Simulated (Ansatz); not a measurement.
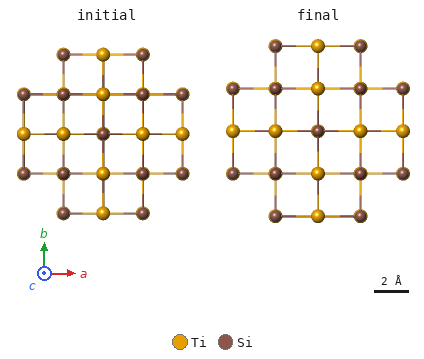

The structure of a crystal of TiSi (a generated structure, set up in Fm-3m) (coarse preliminary run) before (left) and after (right) a relaxation, at one scale.

Style: ball-and-stick. Shown: the conventional cell (4 times the calculation's cell), along the c axis. Lengths and directions refer to the drawn axes.

Case: C → Si on all its sites, cell and atoms relaxed.

Computed with DFT r2SCAN, scalar-relativistic, plane waves, PAW in Ansatz.

Input file:
```yaml
crystal:
  lattice:
    - [0.0, 2.3732924536, 2.3732924536]
    - [2.3732924536, 0.0, 2.3732924536]
    - [2.3732924536, 2.3732924536, 0.0]
  atoms:
    - { symbol: Ti, position: [0.0, 0.0, 0.0] }
    - { symbol: Si, position: [0.5, 0.5, 0.5] }
basis:
  ecutwfc: 500
kpoints:
  mp_grid: { grid: [8, 8, 8] }
hamiltonian:
  xc: r2scan
scf:
  occupations: { method: gaussian, width: 0.1 }
output:
  forces: true
  stress: true
  eigenvalues: true
relax:
  adjacent_minimum: "off"
  f_tol: 0.05
  max_steps: 60
  cell: { stress_tol: 0.5 }
```

Command:
```bash
ansatz run input.yaml --threads 1 --pin off --max-ram 2560MiB --backend cpu --events-out ev --progress --plain --runs-dir out
```

Question: Describe what moved and what it gained.

Answer: No atom moves by more than 0.005 Å relative to the cell. Cell: a = b = c 4.747 → 5.085 Å (+7.1 %). Volume +23.0 %. Among the contacts that change: Ti1–Si2 2.373 → 2.543 Å. The space group stays Fm-3m (No. 225). Over 3 accepted moves (4 points after the start) the energy falls by 295 meV per atom. All forces vanish by symmetry, so only the cell relaxes. The pressure goes from 36.03 to 0.17 GPa. At 1 point the geometry stayed and the basis and grid were re-selected for the new cell (energy shift of 1.3 meV per atom at most each time). The run took 8.8 s on 1 thread of Oxide Virtual Turin-like Processor (Zen 5), on a shared host, peak memory 0.42 GiB.
